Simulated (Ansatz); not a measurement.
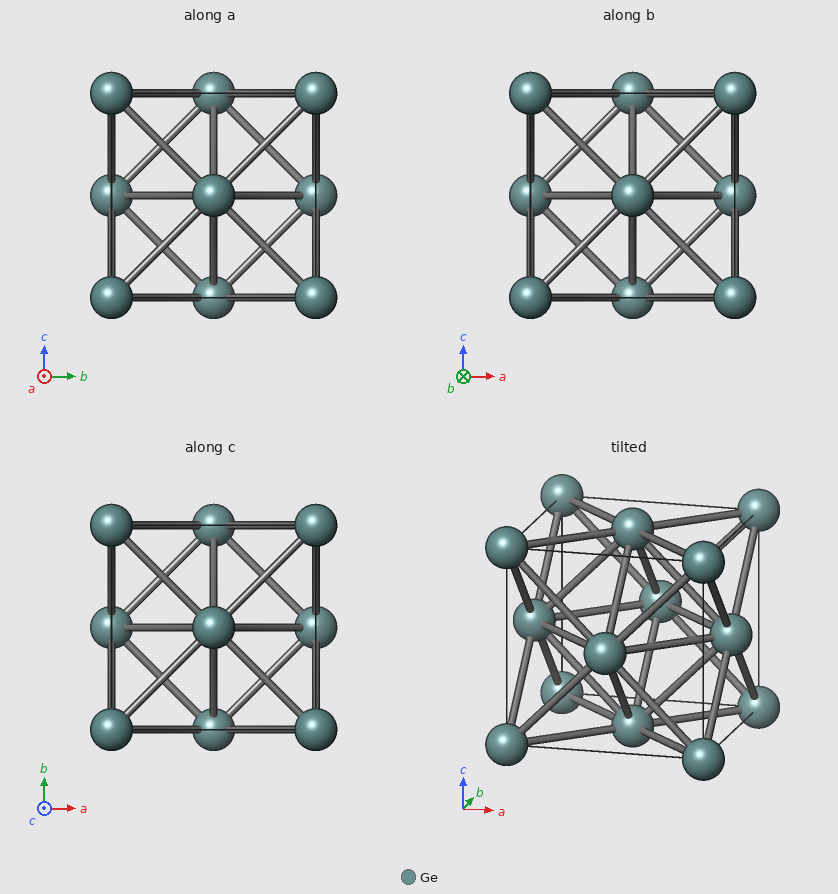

Drawn in the ball-and-stick manner and seen along the a axis, along the b axis, along the c axis and slightly off an axis. Atoms at the boundary of the conventional unit cell (the box) are drawn once for each face, edge or corner they touch.

Lattice parameters: a = 4.288 Å, b = 4.288 Å, c = 4.288 Å, α = 90.00°, β = 90.00°, γ = 90.00°.

> Give the structure in the form of a table of Wyckoff sites.

Space group Fm-3m (No. 225).
```tsv
atom	site	x	y	z
Ge	4a	0.0000	0.0000	0.0000
```

The cell started as a structure type filled with this element by a generator (whether the element takes this form wasn't checked). Earlier steps of the study may have refined or changed the cell and positions. It was run through Ansatz as a DFT input.
